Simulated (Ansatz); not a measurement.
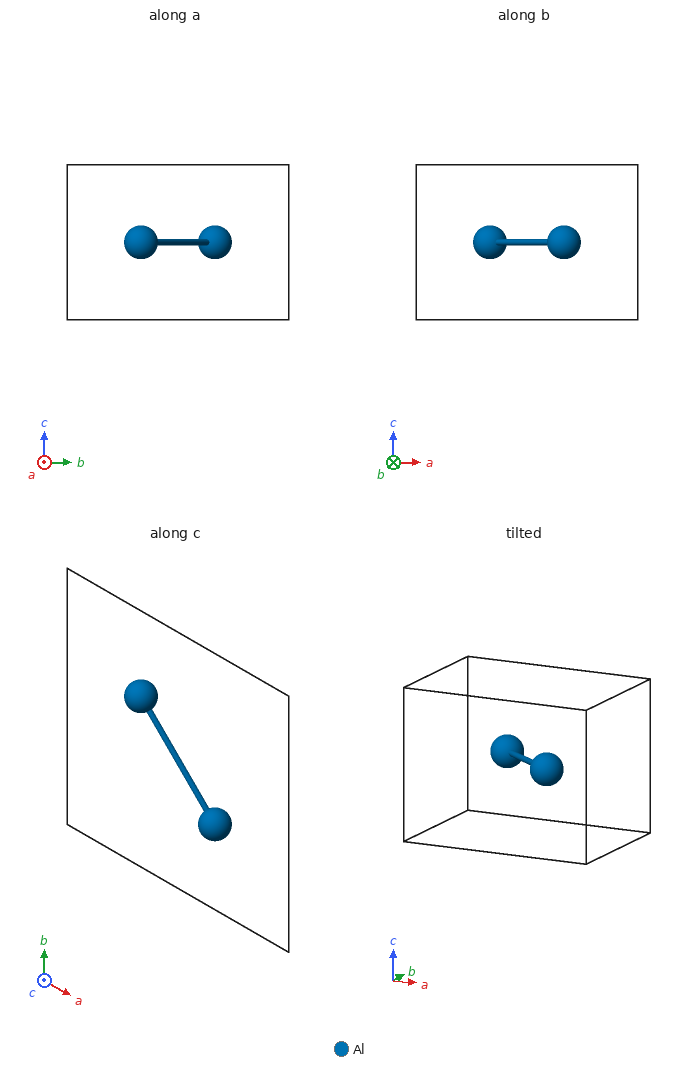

An orthographic ball-and-stick view of the structure, along the a axis, along the b axis, along the c axis and slightly off an axis. The edges of the conventional unit cell are marked.

Lattice parameters: a = 4.547 Å, b = 4.547 Å, c = 2.754 Å, α = 90.00°, β = 90.00°, γ = 120.00°.

Q: Transcribe the picture into a table of Wyckoff sites.

A: Space group P6/mmm (No. 191).
| atom | site | x | y | z |
| --- | --- | --- | --- | --- |
| Al | 2d | 0.3333 | 0.6667 | 0.5000 |

Origin of the cell: a random cell made by a generator, so it need not be a real form of the element. Earlier steps of the study may have refined or changed the cell and positions. A calculation with Ansatz used it as input.
